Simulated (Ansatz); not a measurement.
Geometry relaxation of WSi6 (part 3 of 3)

Continued. System: WSi6 (slab, 7 atoms in the cell). Method: DFT PBEsol, scalar-relativistic, plane waves, PAW, spin-polarised (Ansatz 0.2.0); cutoff 420 eV, 9×9×1 k-mesh, Gaussian smearing of 0.05 eV, collinear spins. The structure derives from a Materials Project entry. The input holds or restrains some coordinates. Forces given for the steps count only the free coordinates. It belongs to a series of runs on one base structure; here: W over the place (0/6, 2/6) of the surface cell, its height relaxed.

Geometry of the input (Å; fractional positions):
```
3.8249  0.0000  0.0000
-1.9124  3.3125  0.0000
0.0000  0.0000  26.1211
Si 0.6667  0.3333  0.3254
Si 0.3333  0.6667  0.3559
Si 0.3333  0.6667  0.4465
Si 0.6667  0.3333  0.4756
Si 0.6667  0.3333  0.5673
Si 0.3333  0.6667  0.5929
W  0.3333  1.0000  0.6856
```

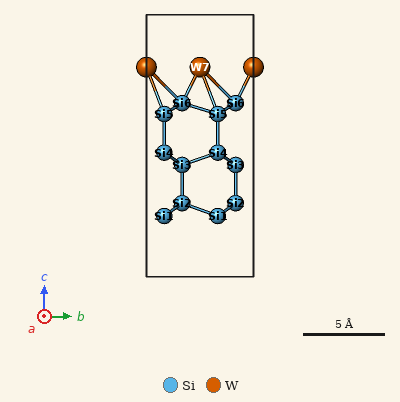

**Figure 1.** The geometry at step 2 of the log (ball-and-stick view of the 1 × 2 repeat of the cell, with the vacuum cut short, along the a axis; atoms are numbered from 1 in the order of the input).

## The program's output, continued
```
SCF iter   1: F=—  HF=-13977.713864 eV  |F-HF|=—  |Δ(HF+E_count)|=         —  Δρ=6.05e-3 (↑6.05e-3 ↓5.24e-3)  dr2=4.58e-2  dr2_m=8.98e-2  M=1.991 μB ∫|m|=3.536 μB  β_m=1.00  ethr=9.61e-4  p=0.040 e·Å  D=2.21e-2 V/Å  ΔV_dip=-0.58 eV  dr2_dipole=7.01e-3  V_vac-E_F(+/−)=4.31/4.89 eV  ⟨swp⟩=4.2  Hψ=6051  notcnv=0  defer=268
efield: sawtooth ramp at fractional position 0.9855 (handed on by an earlier solve), width 0.0400; the density the first Hamiltonian is built on has a dipole p = 0.040 e·Å; the dipole correction subtracts the counter field D = 2.21e-2 V/Å, which shifts the + side's vacuum level by -0.58 eV against the − side's; the planar-averaged density in the ramp window peaks in size at 1.2e-6 e/Å³
preconditioner: auto → LDOS  [metal: Δε(μ)=0.015 eV  Ē_g=6.545 eV  σ=0.050 eV  W_gap=0.17  n_scr=20 (ndim 8)  ℏωp=11.2 eV  f_vac=0.496  D(μ)=3.59/eV (n_scr^D=10)]
spin=Collinear: LDOS preconditioning applied to the charge; magnetization (m = ρ↑ − ρ↓) channel mixes plain (no charge-response kernel on spin).
SCF iter   2: F=—  HF=-13977.760930 eV  |F-HF|=—  |Δ(HF+E_count)|=         —  Δρ=1.88e-3 (↑1.88e-3 ↓1.37e-3)  dr2=2.11e-2  dr2_m=3.85e-3  M=1.876 μB ∫|m|=3.386 μB  β_m=0.30  ethr=1.21e-4  p=0.043 e·Å  D=2.34e-2 V/Å  ΔV_dip=-0.61 eV  dr2_dipole=1.56e-3  V_vac-E_F(+/−)=4.28/4.89 eV  ⟨swp⟩=2.0  Hψ=4886  notcnv=0  defer=266
Mixer restart at iter 2: flushing history
density mixer auto → msr1: a metal under ldos (density of states about μ 1.24 of a free-electron gas's, 20 screened modes)
SCF iter   3: F=—  HF=-13977.749597 eV  |F-HF|=—  |Δ(HF+E_count)|=   1.13e-2  Δρ=1.17e-3 (↑1.17e-3 ↓8.42e-4)  dr2=7.55e-3  dr2_m=1.34e-3  M=1.888 μB ∫|m|=3.405 μB  β_m=0.51  ethr=5.56e-5  p=0.044 e·Å  D=2.43e-2 V/Å  ΔV_dip=-0.63 eV  dr2_dipole=1.09e-3  V_vac-E_F(+/−)=4.26/4.90 eV  ⟨swp⟩=1.0  Hψ=2297  notcnv=0  defer=266
SCF iter   4: F=—  HF=-13977.742783 eV  |F-HF|=—  |Δ(HF+E_count)|=   6.81e-3  Δρ=2.43e-4 (↑1.81e-4 ↓2.43e-4)  dr2=3.98e-4  dr2_m=7.29e-5  M=1.915 μB ∫|m|=3.442 μB  β_m=0.63  ethr=1.99e-5  p=0.046 e·Å  D=2.54e-2 V/Å  ΔV_dip=-0.66 eV  dr2_dipole=8.26e-5  V_vac-E_F(+/−)=4.25/4.91 eV  ⟨swp⟩=2.5  Hψ=3348  notcnv=0  defer=266
SCF iter   5: F=—  HF=-13977.742994 eV  |F-HF|=—  |Δ(HF+E_count)|=   2.11e-4  Δρ=1.23e-4 (↑9.63e-5 ↓1.23e-4)  dr2=3.78e-5  dr2_m=3.21e-5  M=1.923 μB ∫|m|=3.454 μB  β_m=0.82  ethr=1.05e-6  p=0.046 e·Å  D=2.53e-2 V/Å  ΔV_dip=-0.66 eV  dr2_dipole=3.70e-6  V_vac-E_F(+/−)=4.26/4.92 eV  ⟨swp⟩=2.4  Hψ=3285  notcnv=0  defer=266
SCF iter   6: F=—  HF=-13977.743055 eV  |F-HF|=—  |Δ(HF+E_count)|=   6.10e-5  Δρ=4.45e-5 (↑4.45e-5 ↓2.91e-5)  dr2=1.52e-5  dr2_m=2.73e-6  M=1.927 μB ∫|m|=3.461 μB  β_m=0.77  ethr=9.94e-8  p=0.046 e·Å  D=2.53e-2 V/Å  ΔV_dip=-0.66 eV  dr2_dipole=1.51e-9  V_vac-E_F(+/−)=4.26/4.92 eV  ⟨swp⟩=2.2  Hψ=3971  notcnv=0  defer=266
SCF iter   7: F=—  HF=-13977.743053 eV  |F-HF|=—  |Δ(HF+E_count)|=   2.26e-6  Δρ=9.01e-6 (↑9.01e-6 ↓6.55e-6)  dr2=6.38e-7  dr2_m=1.16e-7  M=1.927 μB ∫|m|=3.462 μB  β_m=0.82  ethr=3.99e-8  p=0.046 e·Å  D=2.52e-2 V/Å  ΔV_dip=-0.66 eV  dr2_dipole=1.34e-7  V_vac-E_F(+/−)=4.26/4.92 eV  ⟨swp⟩=2.2  Hψ=3688  notcnv=0  defer=266
SCF iter   8: F=-13977.743053 eV  HF=-13977.743053 eV  |F-HF|=3.09e-7  |Δ(HF+E_count)|=   6.12e-7  Δρ=4.26e-6 (↑2.86e-6 ↓4.26e-6)  dr2=3.98e-7  dr2_m=1.91e-8  M=1.927 μB ∫|m|=3.462 μB  ethr=1.68e-9  p=0.046 e·Å  D=2.52e-2 V/Å  ΔV_dip=-0.66 eV  dr2_dipole=5.88e-8  V_vac-E_F(+/−)=4.26/4.92 eV  ⟨swp⟩=17.5  Hψ=21839  notcnv=0
SCF 4 converged in 8 iterations: F = -13977.743053 eV  dr2 = 3.98e-7
relax step   4: F+E_penalty+E_count = -13977.74305318 eV  Δ(F+E_penalty+E_count) = -1.457e-2 eV  max|allowed force component| = 9.736e-3 eV/Å  Δτ_max = 0.0806 Å  (8 SCF iters, dr2 threshold 1.19e-5 eV, accepted)
iter 1 solved again at ethr=4.26e-10 eV; its pass at ethr=3.10e-3 eV (dr2=1.62e-7 eV) is discarded
SCF iter   1: F=—  HF=-13977.743053 eV  |F-HF|=—  |Δ(HF+E_count)|=         —  Δρ=4.24e-6 (↑3.14e-6 ↓4.24e-6)  dr2=1.62e-7  dr2_m=2.87e-8  M=1.927 μB ∫|m|=3.462 μB  β_m=1.00  ethr=4.26e-10  p=0.046 e·Å  D=2.52e-2 V/Å  ΔV_dip=-0.66 eV  dr2_dipole=2.44e-11  V_vac-E_F(+/−)=4.26/4.92 eV  ⟨swp⟩=1.0  Hψ=6560  notcnv=0
efield: sawtooth ramp at fractional position 0.9855 (handed on by an earlier solve), width 0.0400; the density the first Hamiltonian is built on has a dipole p = 0.046 e·Å; the dipole correction subtracts the counter field D = 2.52e-2 V/Å, which shifts the + side's vacuum level by -0.66 eV against the − side's; the planar-averaged density in the ramp window peaks in size at 1.1e-6 e/Å³
preconditioner: auto → LDOS  [metal: Δε(μ)=0.005 eV  Ē_g=6.516 eV  σ=0.050 eV  W_gap=0.06  n_scr=14 (ndim 8)  ℏωp=11.2 eV  f_vac=0.496  D(μ)=3.56/eV (n_scr^D=10)]
spin=Collinear: LDOS preconditioning applied to the charge; magnetization (m = ρ↑ − ρ↓) channel mixes plain (no charge-response kernel on spin).
SCF iter   2: F=—  HF=-13977.743054 eV  |F-HF|=—  |Δ(HF+E_count)|=   8.90e-8  Δρ=3.19e-6 (↑2.51e-6 ↓3.19e-6)  dr2=1.09e-7  dr2_m=1.72e-8  M=1.927 μB ∫|m|=3.462 μB  β_m=0.64  ethr=4.26e-10  p=0.046 e·Å  D=2.52e-2 V/Å  ΔV_dip=-0.66 eV  dr2_dipole=4.16e-10  V_vac-E_F(+/−)=4.26/4.92 eV  ⟨swp⟩=2.4  Hψ=2994  notcnv=0
density mixer auto → msr1: a metal under ldos (density of states about μ 1.23 of a free-electron gas's, 20 screened modes)
SCF iter   3: F=-13977.743054 eV  HF=-13977.743054 eV  |F-HF|=2.14e-8  |Δ(HF+E_count)|=   1.44e-8  Δρ=8.13e-7 (↑8.13e-7 ↓7.37e-7)  dr2=1.07e-8  dr2_m=4.99e-10  M=1.927 μB ∫|m|=3.462 μB  ethr=2.63e-10  p=0.046 e·Å  D=2.52e-2 V/Å  ΔV_dip=-0.66 eV  dr2_dipole=7.41e-10  V_vac-E_F(+/−)=4.26/4.92 eV  ⟨swp⟩=8.3  Hψ=15883  notcnv=0
SCF 5 converged in 3 iterations: F = -13977.743054 eV  dr2 = 1.07e-8
relax step   5: F+E_penalty+E_count = -13977.74305359 eV  Δ(F+E_penalty+E_count) = -4.089e-7 eV  max|allowed force component| = 9.549e-3 eV/Å  Δτ_max = 0.0000 Å  (3 SCF iters, accepted)
WARN: The output density's exchange-correlation potential varies sharply where the density is thin. Do not read a vacuum level from v_tot or v_xc, or from such a field of the output density. On a cell that repeats whose density bears no net charge and no dipole along the vacuum's axis use v_es (v_loc + v_h of the components); under efield.dipole_correction with no amplitude use v_es + v_field, which holds any external_charges[].barrier, or the levels of the report's work_function block, which leave it out; under a non-zero efield.amplitude the vacuum is tilted and has no level; on a cell that repeats and bears such a dipole with no correction it is tilted too, and efield.dipole_correction with no amplitude gives each side of its ramp a level where efield: is served; in a cell that repeats whose density bears a net charge (total_charge, or a fill off its count) it is curved and has none; of a slab under crystal.periodic whose density bears no net charge use v_es, which has a level on each side, short of where the two are joined; of another it falls or rises all the way out and has none; of a slab beside external_charges read slab_vacuum_level instead, which it has where they leave it neutral. The grid or the basis barely resolves most such structure, and the values can differ between equally converged runs; as a rule a tighter scf.convergence.dr2_threshold does not remove it. Where the density itself ripples (under the LDA too) a higher basis.ecutwfc lessens it. The files hold the spikes' plane waves up to the density's cutoff. Files: v_tot_of_output_density and the like, and their columns of v_z.tsv (output.write_potential); v_xc_of_output_density and the like, and their columns of v_comp_z.tsv (output.write_potential_components). Measured: with its Gaussian average of σ = 0.25 Å subtracted twice, the exchange-correlation potential is over 0.1 eV at 13 of the grid points where the equally averaged density (valence and model cores) is under 1e-3 e/Å³, and 0.148 eV at the most among them, at an averaged density of 3.7e-9 e/Å³. The input density's (outcome.potential() and, of a run that writes arrays, v_tot and v_xc) is over 0.1 eV, so measured, at 115 points of its own thin density, 0.398 eV at the most. See output.write_potential in the manual, Limitations
SCF converged after 3 iterations
Magnetization: 1.9274 μB (19.9637 up, 18.0363 down)
Absolute magnetization: 3.4662 μB (∫|ρ↑−ρ↓|, with the PAW one-centre terms)
Spin contamination: 0.7681 ħ² per cell (⟨S²⟩ above its minimum at these occupations)
Per-site moments (μB) at R_I (Å): [(-0.19235637809024717, 0.9684117029052688), (-0.026373037304006443, 0.9684117029052688), (-0.039199821338926466, 0.9636467155961927), (0.0046765286756203775, 0.9636467155961927), (0.05001242419320856, 0.9519986775632194), (0.009305067370757236, 0.9519986775632194), (1.275409755384604, 0.9608550945731178)]
Free energy (F): -13977.743054 eV
Harris-Foulkes:  -13977.743054 eV  (|F-HF|=2.14e-8)
Internal energy: -13977.738604 eV  (E = F + TS)
E sigma→0 (E₀):  -13977.740829 eV
Entropy (-TS):   -0.004450 eV (-0.636 meV/atom)
Fermi energy:    0.653099 eV
Dipole field:    D = 0.025172 V/Å  (p = 0.046038 e·Å, saw-weighted, corrected)
Work function:   Φ+ = 4.2612 eV   Φ− = 4.9187 eV
Levels:          The Fermi level and band energies are counted from a zero that moves with the ramp; work functions are not
--- Per-component energies (eV) ---
  E_band       = -482.392205
  E_kinetic    = 684.208084
  E_local      = -15821.493876  (includes V_loc(G=0)·N_el)
  E_nonlocal   = 164.628403
  E_hartree    = 7572.119429
  E_xc         = -586.499128
  E_vxc        = -510.629929  (∫ρ·V_xc dr)
  E_paw        = -11430.196312  (= ΣΔE_a)
  E_vpaw       = -142.558005  (= ΣTr[D̂ρ^β])
  E_aug_tail   = -0.000028  (compensation charges beyond the density's cutoff)
  E_efield     = 0.000579  (sawtooth field / dipole correction)
  E_vefield    = -0.782373  (∫n·V_field dr)
  E_ewald      = 5439.083089
  E_core_change = 0.411156  (= ΣΔE_core)
  E_smearing   = -0.004450  (= −TS)
  E_closure    = -0.000000  (closes the sum)
  Σ components = -13977.743054   (vs F -13977.743054, Δ=0.00e0)
--- Forces (eV/Å), atoms counted from 1 ---
  atom   1  Si     0.00327238    -0.02584148     0.40948130
  atom   2  Si     0.00371989     0.01393413    -0.57471840
  atom   3  Si     0.01063894     0.02075664    -0.01630475
  atom   4  Si    -0.10297916    -0.10871507     0.10437717
  atom   5  Si    -0.05683833     0.34918858    -0.20596313
  atom   6  Si     0.52011620    -1.18372213     0.29265956
  atom   7  W     -0.37793845     0.93440440    -0.00954927
  max |Σ_I F_I| component: 1.75e-5 eV/Å
--- Band table (eV; the first three rows and the last of 82) ---
  k-point 0 ↑: bands = ["-73.7983", "-38.2139", "-38.1463", "-38.0239", "-11.2939", "-10.4860", "-9.4067", "-5.7114", "-3.9329", "-2.3341", "-1.4517", "-1.1022", "-0.7124", "-0.3726", "-0.2668", "-0.2236", "0.0358", "0.4619", "0.5862", "0.7460", "0.8547", "1.1850", "1.7735", "2.2604", "3.2112", "3.2713", "3.7690", "3.9926"]
  k-point 1 ↑: bands = ["-73.7982", "-38.2146", "-38.1481", "-38.0257", "-11.1483", "-10.3408", "-9.2600", "-5.6106", "-3.8192", "-2.6274", "-1.9280", "-1.3934", "-1.2270", "-0.6905", "-0.5120", "-0.3219", "-0.1315", "0.0286", "0.2893", "0.5702", "0.7350", "1.0712", "2.0810", "2.6381", "3.5292", "3.6462", "3.7554", "4.2930"]
  k-point 2 ↑: bands = ["-73.7979", "-38.2168", "-38.1525", "-38.0301", "-10.7183", "-9.9123", "-8.8268", "-5.4647", "-3.9749", "-3.6244", "-2.5797", "-2.3354", "-1.8321", "-1.5056", "-1.0211", "-0.6642", "-0.2544", "-0.1091", "0.2569", "0.3297", "0.4917", "1.2261", "2.1111", "2.4453", "3.1263", "3.7470", "4.5781", "4.7625"]
  k-point 40 ↓: bands = ["-72.9973", "-37.1215", "-37.0899", "-36.9576", "-9.5097", "-8.7954", "-7.7498", "-6.5732", "-5.7083", "-4.7224", "-3.5643", "-2.9422", "-2.3852", "-1.8736", "-1.5057", "-1.3590", "0.1589", "0.6058", "0.9808", "1.2446", "1.4889", "2.4218", "2.6632", "2.8815", "3.5215", "3.8322", "4.1084", "4.3458"]
--- Relaxed structure (5 steps of the walk, 5 accepted, 0 SCFs on fresh bases) ---
  F+E_penalty+E_count = -13977.74305359 eV   max|allowed force component| = 9.549e-3 eV/Å
  atoms:
    - { symbol: Si, position: [0.6666666667000001, 0.3333333333, 0.32540703399999993] }
    - { symbol: Si, position: [0.3333333333, 0.6666666667000001, 0.3559122531] }
    - { symbol: Si, position: [0.3333333333, 0.6666666667000001, 0.4464642099999999] }
    - { symbol: Si, position: [0.6666666667000001, 0.3333333333, 0.4756407863] }
    - { symbol: Si, position: [0.6666666667000001, 0.3333333333, 0.5672640818999999] }
    - { symbol: Si, position: [0.3333333333, 0.6666666667000001, 0.592936641] }
    - { symbol: W, position: [0.3333333332999999, 1.0, 0.6675674524527211] }
--- Löwdin populations: 7 sites ---
  site symbol       q [e]    m [muB]
     0     Si      3.9462    -0.6202
     1     Si      3.9717    -0.0017
     2     Si      3.9470    -0.0894
     3     Si      3.9465     0.0144
     4     Si      3.9888     0.1103
     5     Si      4.0137    -0.0141
     6      W     13.7794     2.4671
  spilling = 0.010702 (of n_electrons = 38.000000)
```

## File populations.tsv
```
# site	symbol	l	j	q_up	q_dn
# orbitals = lowdin
# n_electrons = 38.000000
# spilling = 0.010702
0	Si	0_3S	-	0.630543	0.705919
0	Si	1_3P	-	1.032479	1.577260
1	Si	0_3S	-	0.596456	0.594078
1	Si	1_3P	-	1.388557	1.392603
2	Si	0_3S	-	0.593142	0.610165
2	Si	1_3P	-	1.335680	1.408051
3	Si	0_3S	-	0.608103	0.601690
3	Si	1_3P	-	1.372323	1.364362
4	Si	0_3S	-	0.613053	0.590688
4	Si	1_3P	-	1.436509	1.348540
5	Si	0_3S	-	0.596838	0.597511
5	Si	1_3P	-	1.403003	1.416395
6	W	0_5S	-	0.990682	0.990617
6	W	0_6S	-	0.555071	0.424239
6	W	1_5P	-	2.991862	2.991783
6	W	2_5D	-	3.585604	1.249526
```

## Trajectory as extended XYZ (Å, eV, eV/Å), 5 frames, from step=1 to step=5
```
7
Lattice="3.8249 0.0000 0.0000 -1.9124 3.3125 0.0000 0.0000 0.0000 26.1211" Properties=species:S:1:pos:R:3:forces:R:3 step=1 energy=-13977.32197
Si    1.9124    1.1041    8.5000   -0.0008  -0.0128   0.4375
Si    0.0000    2.2083    9.2968    0.0095   0.0002  -0.6548
Si    0.0000    2.2083   11.6622   -0.0011   0.0240   0.0353
Si    1.9124    1.1041   12.4243   -0.0462  -0.0176   0.0519
Si    1.9124    1.1041   14.8176    0.0291   0.0658  -0.3091
Si    0.0000    2.2083   15.4882   -0.2050   0.1626   2.0084
W    -0.6375    3.3125   17.9082    0.2147  -0.2223  -1.5696
7
Lattice="3.8249 0.0000 0.0000 -1.9124 3.3125 0.0000 0.0000 0.0000 26.1211" Properties=species:S:1:pos:R:3:forces:R:3 step=2 energy=-13977.58785
Si    1.9124    1.1041    8.5000   -0.0068  -0.0186   0.4320
Si    0.0000    2.2083    9.2968    0.0132   0.0033  -0.6398
Si    0.0000    2.2083   11.6622    0.0056   0.0296   0.0270
Si    1.9124    1.1041   12.4243   -0.0620  -0.0363   0.0443
Si    1.9124    1.1041   14.8176    0.0291   0.1163  -0.3536
Si    0.0000    2.2083   15.4882   -0.0717  -0.1178   1.5813
W    -0.6375    3.3125   17.7132    0.0919   0.0245  -1.0886
7
Lattice="3.8249 0.0000 0.0000 -1.9124 3.3125 0.0000 0.0000 0.0000 26.1211" Properties=species:S:1:pos:R:3:forces:R:3 step=3 energy=-13977.72848
Si    1.9124    1.1041    8.5000   -0.0030  -0.0204   0.4008
Si    0.0000    2.2083    9.2968    0.0102   0.0122  -0.5700
Si    0.0000    2.2083   11.6622    0.0116   0.0162  -0.0208
Si    1.9124    1.1041   12.4243   -0.0877  -0.0684   0.0848
Si    1.9124    1.1041   14.8176   -0.0335   0.2456  -0.3008
Si    0.0000    2.2083   15.4882    0.2981  -0.7449   0.7498
W    -0.6375    3.3125   17.5182   -0.1957   0.5596  -0.3446
7
Lattice="3.8249 0.0000 0.0000 -1.9124 3.3125 0.0000 0.0000 0.0000 26.1211" Properties=species:S:1:pos:R:3:forces:R:3 step=4 energy=-13977.74305
Si    1.9124    1.1041    8.5000    0.0033  -0.0259   0.4095
Si    0.0000    2.2083    9.2968    0.0037   0.0139  -0.5747
Si    0.0000    2.2083   11.6622    0.0106   0.0208  -0.0163
Si    1.9124    1.1041   12.4243   -0.1030  -0.1087   0.1043
Si    1.9124    1.1041   14.8176   -0.0568   0.3491  -0.2058
Si    0.0000    2.2083   15.4882    0.5201  -1.1837   0.2927
W    -0.6375    3.3125   17.4376   -0.3779   0.9343  -0.0097
7
Lattice="3.8249 0.0000 0.0000 -1.9124 3.3125 0.0000 0.0000 0.0000 26.1211" Properties=species:S:1:pos:R:3:forces:R:3 step=5 energy=-13977.74305
Si    1.9124    1.1041    8.5000    0.0033  -0.0258   0.4095
Si    0.0000    2.2083    9.2968    0.0037   0.0139  -0.5747
Si    0.0000    2.2083   11.6622    0.0106   0.0208  -0.0163
Si    1.9124    1.1041   12.4243   -0.1030  -0.1087   0.1044
Si    1.9124    1.1041   14.8176   -0.0568   0.3492  -0.2060
Si    0.0000    2.2083   15.4882    0.5201  -1.1837   0.2927
W    -0.6375    3.3125   17.4376   -0.3779   0.9344  -0.0095
```

## Results in brief

| quantity | value |
| --- | --- |
| outcome | converged under the restraints of the input |
| electrons treated | 38 |
| free energy | −13977.7431 eV |
| work function, top face | 4.26 eV |
| work function, bottom face | 4.92 eV |
| Fermi energy | 0.653 eV |
| gap on the k-point mesh | none (metallic) |
| net moment of the cell | 1.93 μB |
| integrated absolute moment | 3.47 μB |
| final volume | 330.95 Å³ |
| work function (upper face) | 4.26 eV |
| largest force (length of the vector) at the end, held atoms and coordinates included | 1.326 eV/Å |
| hardware | 1 thread of Arm Neoverse V2, 24 GiB of memory available, shared host |
| wall time | 6.7 min |
| peak memory | 0.96 GiB |

The program warns: the exchange-correlation potential is rough where the density is thin. Spin–orbit coupling is left out, which matters for W.
